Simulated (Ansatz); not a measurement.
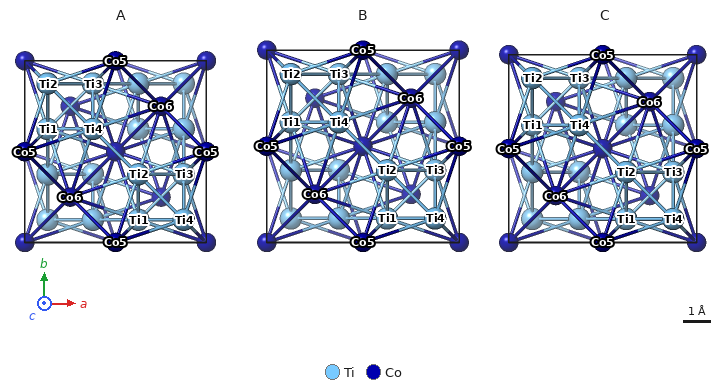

3 geometries from one relaxation of crystalline Ti₂Co (set up in Fd-3m), in shuffled order. A ball-and-stick model of the conventional cell (4 times the calculation's cell), seen along the c axis. Lengths and directions refer to the drawn axes.

Case: relaxed functional: r2SCAN.

All numbers below come from Ansatz 0.2.0, DFT r2SCAN, scalar-relativistic, plane waves, PAW. Settings: plane-wave cutoff 500 eV; k-point mesh 10 × 10 × 10; occupations gaussian; smearing width 0.1 eV; collinear spin; cell and atoms relaxed; force threshold 0.01 eV/Å; at most 60 steps.

Question: Put them in the order of the run, from the start to the converged end.

Answer: A, C, B. They are steps 0, 1, 4, at +159 meV per atom, +27.4 meV per atom relative to the last. No atom moves by more than 0.005 Å relative to the cell. Cell: a = b = c 6.730 → 7.129 Å (+5.9 %). Volume +18.9 %. Among the contacts that change: Co5–Co6 2.914 → 3.087 Å, Ti1–Co5 2.790 → 2.955 Å, Ti1–Ti2 2.379 → 2.520 Å. The space group stays Fd-3m (No. 227). The energy falls by 159 meV per atom in 3 accepted moves (4 points after the start). All forces vanish by symmetry, so only the cell relaxes. The pressure goes from 23.96 to 0.03 GPa. At 1 point the geometry stayed and the basis and grid were re-selected for the new cell (energy shift of 2.3 meV per atom at most each time).
